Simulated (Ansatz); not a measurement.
# What a change does: single-point calculation on AlCo$_{3}$

System: AlCo$_{3}$ (Pm-3m, 8 atoms in the cell).
Method of run 1: DFT PBEsol, scalar-relativistic, plane waves, PAW, spin-polarised (Ansatz 0.2.0).

The structure derives from a Materials Project entry. Text and figures count atoms from 1; the logs count them from 0 in places.

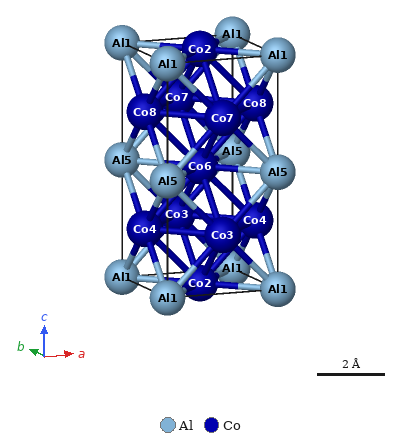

**Figure 1.** The input geometry (ball-and-stick view of the cell of the calculation, seen slightly off an axis; atoms are numbered from 1 in the order of the input). An atom can appear more than once, as a periodic image. Near neighbours in the periodic cell (some may lie outside the picture): Al has 12 Co at 2.53 Å; Co has 4 Al at 2.53 Å and 8 Co at 2.53 Å.

### The input, run 1
```yaml
crystal:
  lattice:
    - [3.574948, 0.0, 0.0]
    - [0.0, 3.574948, 0.0]
    - [0.0, 0.0, 7.149896]
  atoms:
    - { symbol: Al, position: [0.0, 0.0, 0.0] }
    - { symbol: Co, position: [0.5, 0.5, 0.0], spin: 3.0 }
    - { symbol: Co, position: [0.5, 0.0, 0.25], spin: 3.0 }
    - { symbol: Co, position: [0.0, 0.5, 0.25], spin: 3.0 }
    - { symbol: Al, position: [0.0, 0.0, 0.5] }
    - { symbol: Co, position: [0.5, 0.5, 0.5], spin: -3.0 }
    - { symbol: Co, position: [0.5, 0.0, 0.75], spin: -3.0 }
    - { symbol: Co, position: [0.0, 0.5, 0.75], spin: -3.0 }
basis:
  ecutwfc: 420
kpoints:
  mp_grid: { grid: [12, 12, 6] }
hamiltonian:
  xc: pbesol
scf:
  occupations: { method: gaussian, width: 0.1 }
  lower_state_search: "off"
output:
  forces: true
  stress: true
  eigenvalues: true
  populations: true
magnetization:
  spin_polarized: true
```

Command:
```bash
ansatz run input.yaml --threads 1 --pin off --max-ram 2560MiB --backend cpu --events-out ev --progress --plain --runs-dir out
```

Hardware: 1 thread of Intel Xeon @ 2.90GHz (Ice Lake), 192 GiB of memory available, shared host.

### Output, shortened to warnings, some set-up lines, iterations and results (run 1)
```
Basis set: ecut = 420 eV, 1779 PW (Γ), exchange–correlation on 48×48×96 points (8 copies of the dense FFT grid, shifted against one another)
Symmetry: 8 space group operations
k-points: 112 of 864 (time reversal used)
Initial density: superposition of atomic densities (chi_scale 0.1, normalization cell)
[...]
SCF iter   1: F=—  HF=-31606.012042 eV  |F-HF|=—  |Δ(HF+E_count)|=         —  Δρ=1.20e-1 (↑1.20e-1 ↓1.20e-1)  dr2=1.57e0  dr2_m=1.14e1  M=0.000 μB ∫|m|=11.104 μB  β_m=0.30  …
SCF iter   2: F=—  HF=-31606.761043 eV  |F-HF|=—  |Δ(HF+E_count)|=   7.49e-1  Δρ=1.01e-1 (↑1.01e-1 ↓1.01e-1)  dr2=2.24e0  dr2_m=7.98e0  M=0.000 μB ∫|m|=10.423 μB  β_m=0.65  …
SCF iter   3: F=—  HF=-31609.554620 eV  |F-HF|=—  |Δ(HF+E_count)|=    2.79e0  Δρ=1.57e-1 (↑1.57e-1 ↓1.57e-1)  dr2=4.43e1  dr2_m=8.02e0  M=0.000 μB ∫|m|=9.400 μB  β_m=0.40  …
SCF iter   4: F=—  HF=-31608.375598 eV  |F-HF|=—  |Δ(HF+E_count)|=    1.18e0  Δρ=7.00e-2 (↑7.00e-2 ↓7.00e-2)  dr2=6.17e0  dr2_m=1.96e0  M=0.000 μB ∫|m|=8.849 μB  β_m=0.44  …
SCF iter   5: F=—  HF=-31608.105835 eV  |F-HF|=—  |Δ(HF+E_count)|=   2.70e-1  Δρ=1.80e-2 (↑1.80e-2 ↓1.80e-2)  dr2=3.68e-1  dr2_m=1.79e-1  M=0.000 μB ∫|m|=6.940 μB  β_m=0.61  …
[... 10 lines ...]
SCF iter  16: F=—  HF=-31608.125246 eV  |F-HF|=—  |Δ(HF+E_count)|=   9.90e-6  Δρ=6.16e-5 (↑6.16e-5 ↓6.16e-5)  dr2=9.35e-6  dr2_m=5.35e-7  M=0.000 μB ∫|m|=5.705 μB  β_m=0.91  …
SCF iter  17: F=—  HF=-31608.125245 eV  |F-HF|=—  |Δ(HF+E_count)|=   3.05e-7  Δρ=3.51e-5 (↑3.51e-5 ↓3.51e-5)  dr2=2.99e-6  dr2_m=2.05e-7  M=0.000 μB ∫|m|=5.705 μB  β_m=0.82  …
SCF iter  18: F=—  HF=-31608.125245 eV  |F-HF|=—  |Δ(HF+E_count)|=   3.19e-8  Δρ=3.64e-5 (↑3.64e-5 ↓3.64e-5)  dr2=3.28e-6  dr2_m=2.29e-7  M=0.000 μB ∫|m|=5.706 μB  β_m=0.86  …
SCF iter  19: F=-31608.125245 eV  HF=-31608.125245 eV  |F-HF|=1.19e-8  |Δ(HF+E_count)|=   1.07e-7  Δρ=2.67e-6 (↑2.67e-6 ↓2.67e-6)  dr2=1.45e-8  dr2_m=6.21e-10  M=0.000 μB …
SCF 1 converged in 19 iterations: F = -31608.125245 eV  dr2 = 1.45e-8
SCF converged after 19 iterations
Magnetization: 0.0000 μB (54.0000 up, 54.0000 down)
Absolute magnetization: 5.7072 μB (∫|ρ↑−ρ↓|, with the PAW one-centre terms)
Spin contamination: 2.0654 ħ² per cell (⟨S²⟩ above its minimum at these occupations)
Per-site moments (μB) at R_I (Å): [(-0.008958407327694078, 1.04274636394058), (0.8069753576510238, 1.04274636394058), (0.9533632336805693, 1.0427463639405803), (0.9533632336805694, 1.0427463639405803), (0.00895840732769416, 1.0427463639405803), (-0.8069753576510238, 1.0427463639405803), …
Free energy (F): -31608.125245 eV
Harris-Foulkes:  -31608.125245 eV  (|F-HF|=1.19e-8)
Internal energy: -31608.056139 eV  (E = F + TS)
E sigma→0 (E₀):  -31608.090692 eV
Entropy (-TS):   -0.069107 eV (-8.638 meV/atom)
Fermi energy:    15.789863 eV
--- Per-component energies (eV) ---
  E_band       = -1656.380554
  E_kinetic    = 2778.959065
  E_local      = -20056.515441  (includes V_loc(G=0)·N_el)
  E_nonlocal   = 2758.114925
  E_hartree    = 8543.881936
  E_xc         = -1027.602579
  E_vxc        = -1288.344535  (∫ρ·V_xc dr)
  E_paw        = -9808.182090  (= ΣΔE_a)
  E_vpaw       = -2936.377262  (= ΣTr[D̂ρ^β])
  E_aug_tail   = 0.000337  (compensation charges beyond the density's cutoff)
  E_ewald      = -14797.881085
  E_core_change = 1.168793  (= ΣΔE_core)
  E_smearing   = -0.069107  (= −TS)
  E_closure    = -0.000000  (closes the sum)
  Σ components = -31608.125245   (vs F -31608.125245, Δ=0.00e0)
--- Forces (eV/Å), atoms counted from 1 ---
  atom   1  Al     0.00000000     0.00000000     0.00201353
  atom   2  Co    -0.00000000     0.00000000     0.32062076
  atom   3  Co     0.00000000     0.00000000    -0.16131912
  atom   4  Co     0.00000000     0.00000000    -0.16131912
  atom   5  Al     0.00000000     0.00000000     0.00201353
  atom   6  Co    -0.00000000     0.00000000     0.32062076
  atom   7  Co     0.00000000     0.00000000    -0.16131912
  atom   8  Co     0.00000000     0.00000000    -0.16131912
  max |Σ_I F_I| component: 7.91e-6 eV/Å
--- Stress (GPa, compression-positive) ---
      -11.201520       0.000000      -0.000000
        0.000000     -11.201520       0.000000
        0.000000       0.000000      -9.796997
  P = ⅓ Tr σ = -10.7333 GPa (-107.333 kbar)
--- Löwdin populations: 8 sites ---
  site symbol       q [e]    m [muB]
     0     Al      3.5540    -0.0236
     1     Co     16.6433     0.8126
     2     Co     16.6281     0.9658
     3     Co     16.6281     0.9658
     4     Al      3.5540     0.0236
     5     Co     16.6433    -0.8126
     6     Co     16.6281    -0.9658
     7     Co     16.6281    -0.9658
  spilling = 0.010120 (of n_electrons = 108.000000)
```

The input of run 2 differs as follows (lines with − go, lines with + come):
```diff
-    - [3.574948, 0.0, 0.0]
-    - [0.0, 3.574948, 0.0]
-    - [0.0, 0.0, 7.149896]
+    - [3.7777255043, 0.0, 0.0]
+    - [0.0, 3.7777255043, 0.0]
+    - [0.0, 0.0, 7.5554510085]
```

Predict how the results change.

With the same functional and potentials, run 2 lies 257.8 meV per atom higher. The pressure goes from −10.73 to −26.58 GPa. The largest force goes from 0.321 to 0.584 eV/Å. The volume per atom goes from 11.42 to 13.48 Å³. The SCF takes 20 iterations against 19. The plane waves at Γ go from 1779 to 2065.

### Output, shortened to warnings, some set-up lines, iterations and results (run 2)
```
Basis set: ecut = 420 eV, 2065 PW (Γ), exchange–correlation on 54×54×108 points (8 copies of the dense FFT grid, shifted against one another)
Symmetry: 8 space group operations
k-points: 112 of 864 (time reversal used)
Initial density: superposition of atomic densities (chi_scale 0.1, normalization cell)
[...]
SCF iter   1: F=—  HF=-31604.609340 eV  |F-HF|=—  |Δ(HF+E_count)|=         —  Δρ=9.73e-2 (↑9.73e-2 ↓9.73e-2)  dr2=1.29e0  dr2_m=9.10e0  M=0.000 μB ∫|m|=11.820 μB  β_m=0.30  …
SCF iter   2: F=—  HF=-31605.317062 eV  |F-HF|=—  |Δ(HF+E_count)|=   7.08e-1  Δρ=8.72e-2 (↑8.72e-2 ↓8.72e-2)  dr2=4.80e0  dr2_m=6.33e0  M=0.000 μB ∫|m|=11.404 μB  β_m=0.65  …
SCF iter   3: F=—  HF=-31609.666212 eV  |F-HF|=—  |Δ(HF+E_count)|=    4.35e0  Δρ=1.90e-1 (↑1.90e-1 ↓1.90e-1)  dr2=8.33e1  dr2_m=1.26e1  M=0.000 μB ∫|m|=10.675 μB  β_m=0.19  …
SCF iter   4: F=—  HF=-31605.752642 eV  |F-HF|=—  |Δ(HF+E_count)|=    3.91e0  Δρ=5.26e-2 (↑5.26e-2 ↓5.26e-2)  dr2=9.69e-1  dr2_m=2.53e0  M=0.000 μB ∫|m|=10.786 μB  β_m=0.36  …
SCF iter   5: F=—  HF=-31606.077409 eV  |F-HF|=—  |Δ(HF+E_count)|=   3.25e-1  Δρ=1.90e-2 (↑1.90e-2 ↓1.90e-2)  dr2=6.60e-1  dr2_m=2.07e-1  M=0.000 μB ∫|m|=9.287 μB  β_m=0.68  …
[... 11 lines ...]
SCF iter  17: F=—  HF=-31606.063092 eV  |F-HF|=—  |Δ(HF+E_count)|=   1.13e-7  Δρ=2.55e-5 (↑2.55e-5 ↓2.55e-5)  dr2=1.63e-6  dr2_m=1.85e-7  M=0.000 μB ∫|m|=8.866 μB  β_m=0.78  …
SCF iter  18: F=—  HF=-31606.063092 eV  |F-HF|=—  |Δ(HF+E_count)|=   5.02e-8  Δρ=1.34e-5 (↑1.34e-5 ↓1.34e-5)  dr2=4.50e-7  dr2_m=5.91e-8  M=0.000 μB ∫|m|=8.866 μB  β_m=0.89  …
SCF iter  19: F=—  HF=-31606.063092 eV  |F-HF|=—  |Δ(HF+E_count)|=   1.12e-9  Δρ=1.33e-5 (↑1.33e-5 ↓1.33e-5)  dr2=4.43e-7  dr2_m=5.88e-8  M=0.000 μB ∫|m|=8.866 μB  β_m=0.62  …
SCF iter  20: F=-31606.063092 eV  HF=-31606.063092 eV  |F-HF|=6.96e-8  |Δ(HF+E_count)|=   9.40e-9  Δρ=5.63e-6 (↑5.63e-6 ↓5.63e-6)  dr2=7.82e-8  dr2_m=1.06e-8  M=0.000 μB …
SCF 1 converged in 20 iterations: F = -31606.063092 eV  dr2 = 7.82e-8
SCF converged after 20 iterations
Magnetization: 0.0000 μB (54.0000 up, 54.0000 down)
Absolute magnetization: 8.8676 μB (∫|ρ↑−ρ↓|, with the PAW one-centre terms)
Spin contamination: 3.5452 ħ² per cell (⟨S²⟩ above its minimum at these occupations)
Per-site moments (μB) at R_I (Å): [(-0.015149739572373165, 1.1018928201328668), (1.3202724118829572, 1.1018928201328668), (1.4447767172468569, 1.1018928201328668), (1.4447767172468577, 1.1018928201328668), (0.015149739572373254, 1.1018928201328668), (-1.320272411882957, 1.1018928201328668), …
Free energy (F): -31606.063092 eV
Harris-Foulkes:  -31606.063092 eV  (|F-HF|=6.96e-8)
Internal energy: -31605.977343 eV  (E = F + TS)
E sigma→0 (E₀):  -31606.020218 eV
Entropy (-TS):   -0.085750 eV (-10.719 meV/atom)
Fermi energy:    12.988050 eV
--- Per-component energies (eV) ---
  E_band       = -1951.702101
  E_kinetic    = 2744.472081
  E_local      = -21327.356696  (includes V_loc(G=0)·N_el)
  E_nonlocal   = 2766.984389
  E_hartree    = 9034.955092
  E_xc         = -1013.582533
  E_vxc        = -1269.770728  (∫ρ·V_xc dr)
  E_paw        = -9809.045664  (= ΣΔE_a)
  E_vpaw       = -2935.949801  (= ΣTr[D̂ρ^β])
  E_aug_tail   = 0.000330  (compensation charges beyond the density's cutoff)
  E_ewald      = -14003.573136
  E_core_change = 1.168793  (= ΣΔE_core)
  E_smearing   = -0.085750  (= −TS)
  E_closure    = 0.000000  (closes the sum)
  Σ components = -31606.063092   (vs F -31606.063092, Δ=0.00e0)
--- Forces (eV/Å), atoms counted from 1 ---
  atom   1  Al    -0.00000000     0.00000000    -0.00827510
  atom   2  Co     0.00000000     0.00000000     0.58408228
  atom   3  Co    -0.00000000     0.00000000    -0.28790275
  atom   4  Co    -0.00000000    -0.00000000    -0.28790275
  atom   5  Al    -0.00000000     0.00000000    -0.00827510
  atom   6  Co     0.00000000     0.00000000     0.58408228
  atom   7  Co    -0.00000000     0.00000000    -0.28790275
  atom   8  Co    -0.00000000    -0.00000000    -0.28790275
  max |Σ_I F_I| component: 3.37e-6 eV/Å
--- Stress (GPa, compression-positive) ---
      -27.322828      -0.000000      -0.000000
       -0.000000     -27.322828      -0.000000
       -0.000000      -0.000000     -25.095907
  P = ⅓ Tr σ = -26.5805 GPa (-265.805 kbar)
--- Löwdin populations: 8 sites ---
  site symbol       q [e]    m [muB]
     0     Al      3.6713    -0.0323
     1     Co     16.5953     1.3217
     2     Co     16.5800     1.4540
     3     Co     16.5800     1.4540
     4     Al      3.6713     0.0323
     5     Co     16.5953    -1.3217
     6     Co     16.5800    -1.4540
     7     Co     16.5800    -1.4540
  spilling = 0.010618 (of n_electrons = 108.000000)
```

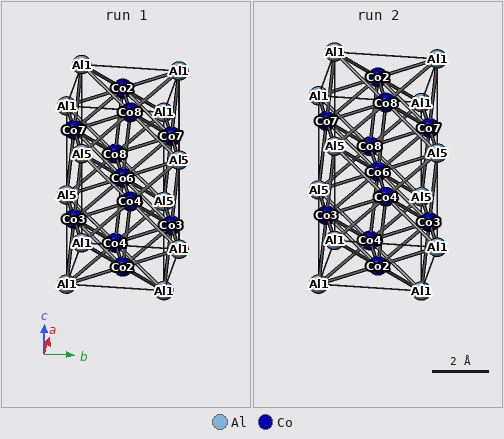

**Figure 2.** The two input geometries at one scale (ball-and-stick view of the cell of the calculation, seen at an oblique angle). No atom moves by more than 0.005 Å relative to the cell. The drawn cell changes as follows: a = b 3.575 → 3.778 Å (+5.7 %), c 7.150 → 7.555 Å (+5.7 %); the volume changes by +18.0 %. Among the contacts that change: Al1–Co2 2.528 → 2.671 Å, Co2–Co3 2.528 → 2.671 Å.

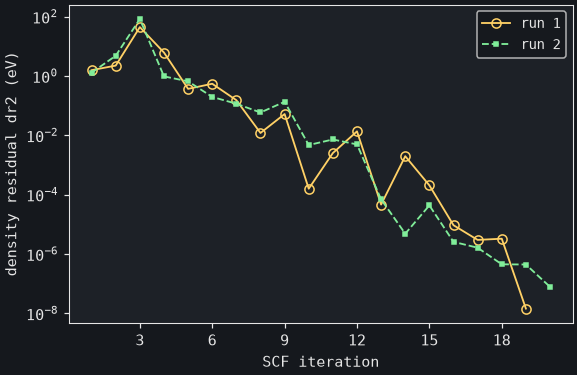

**Figure 3.** Convergence of the two runs: density residual dr2 against the SCF iteration. Run 1 takes 19 iterations in all, and run 2 takes 20.

### The two runs side by side

| quantity | run 1 | run 2 |
| --- | --- | --- |
| outcome | converged | converged |
| free energy per atom (eV) | −3951.0157 | −3950.7579 |
| energy per atom, smearing taken to zero (eV) | −3951.0113 | −3950.7525 |
| gap on the mesh (eV) | 0.00 | 0.00 |
| net moment of the cell (μB) | 0.00 | 0.00 |
| absolute moment of the cell (μB) | 5.71 | 8.87 |
| pressure (GPa) | −10.73 | −26.58 |
| volume per atom (Å³) | 11.42 | 13.48 |
| largest force (eV/Å) | 0.321 | 0.584 |
| SCF iterations | 19 | 20 |
| irreducible k-points | 112 | 112 |
| plane waves at Γ | 1779 | 2065 |
| wall time (shared host) | 2.4 min | 2.7 min |

For run 1: The cell is under a tension of 10.7 GPa at this level, so it is not at its equilibrium volume. For run 2: The cell is under a tension of 27 GPa at this level, so it is not at its equilibrium volume.
